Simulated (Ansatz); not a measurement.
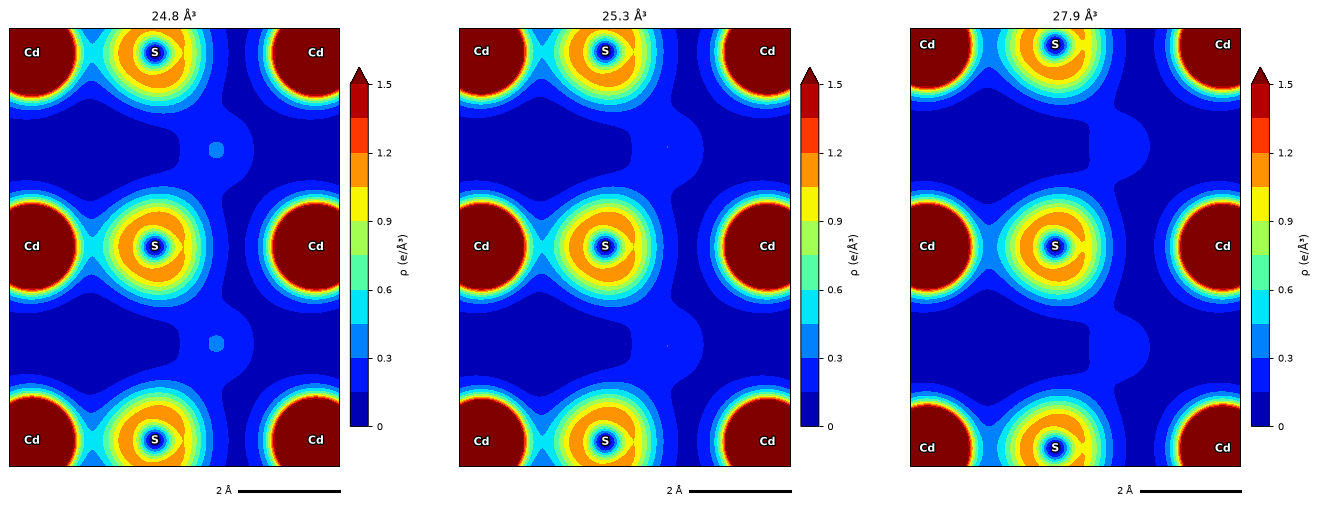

Cd2S. The valence charge density (pseudo) of cells scaled evenly to different volumes (given per atom above each panel), on the (11̄0) plane of each (indices in the axes of the cell below), at one length scale and on one colour scale.

A structure from a database of computed crystals, not necessarily the ambient phase.

Theory: Kohn-Sham DFT of a periodic cell, PBEsol, Ansatz PAW in Ansatz 0.2.0.

The largest cell:

```
Cd S
1.0
     4.04039    0.00000    0.00000
    -2.02019    3.49908    0.00000
     0.00000    0.00000    5.92313
Cd S
2 1
Cartesian
  0.0000 2.3327 5.5246
  2.0202 1.1663 3.4280
  0.0000 2.3327 2.1661
```

| volume (Å³/atom) | Cd–S contact in the plane (Å) | ρ at its midpoint (e/Å³) | pressure (GPa) | 
| --- | --- | --- | --- |
| 24.75 | 2.464 | 0.474 | −0.3 | 
| 25.28 | 2.481 | 0.460 | −1.3 | 
| 26.86 | 2.532 | ? | ? | 
| 27.91 | 2.565 | 0.397 | −4.8 | 

Question: Estimate the missing row, and compare with the calculation.

Answer: Over the known rows ln ρ falls by 1.75 per Å of Cd–S distance (a least-squares line), which gives 0.421 e/Å³ at 2.532 Å; the calculation gives 0.420 e/Å³. For the pressure, a straight line in volume between the neighbouring rows gives −3.4 GPa; the calculation gives −3.7.
